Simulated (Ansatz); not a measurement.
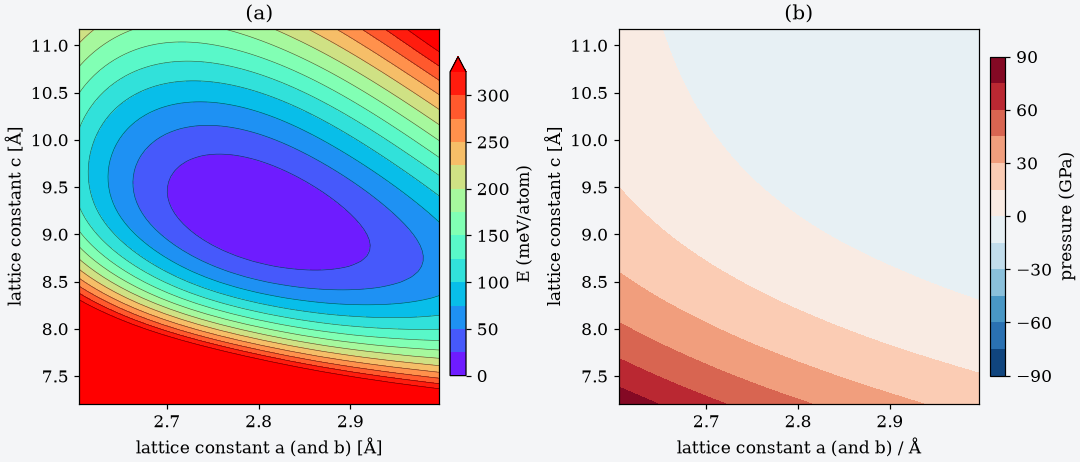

Al (P6_3/mmc, No. 194; 4 atoms in the cell). The energy is mapped over the lattice constants a and c of the conventional cell. The first coordinate is: lattice constant a (and b); the second: lattice constant c. Nothing is relaxed (symmetry fixes all fractional coordinates). The scan uses a 7 × 7 grid. Points are written as (first, second). All energies are given in meV/atom relative to the lowest grid point. Computed with Ansatz, DFT PBEsol+D3(BJ), scalar-relativistic, plane waves, PAW. Settings: cutoff 420 eV, k-mesh 18×18×6 in the order of the run's cell vectors, gaussian smearing 0.15 eV, no spin polarisation.

Panel (a) is the energy; panel (b) is the computed pressure, in GPa.

The picture shows filled contours, one colour for all values above the top of the scale. Between grid points the surface is interpolated.

How does the pressure vary over the map, and what is it at the lowest grid point?

Answer. It runs from −13 GPa at (2.997 Å, 11.18 Å) to 85 GPa at (2.605 Å, 7.21 Å). At the lowest grid point, (2.801 Å, 9.19 Å), it is 0 GPa.

```csv
"lattice constant c ↓, lattice constant a (and b) →",2.605,2.670,2.735,2.801,2.866,2.932,2.997
11.18,4,−1,−6,−9,−11,−12,−13
10.52,7,1,−4,−7,−10,−12,−13
9.85,11,5,−1,−5,−8,−10,−12
9.19,19,11,5,0,−4,−7,−9
8.53,32,22,15,9,4,0,−3
7.87,52,41,31,23,17,12,7
7.21,85,70,57,47,38,31,24
```

PAW datasets: the set soft_1.
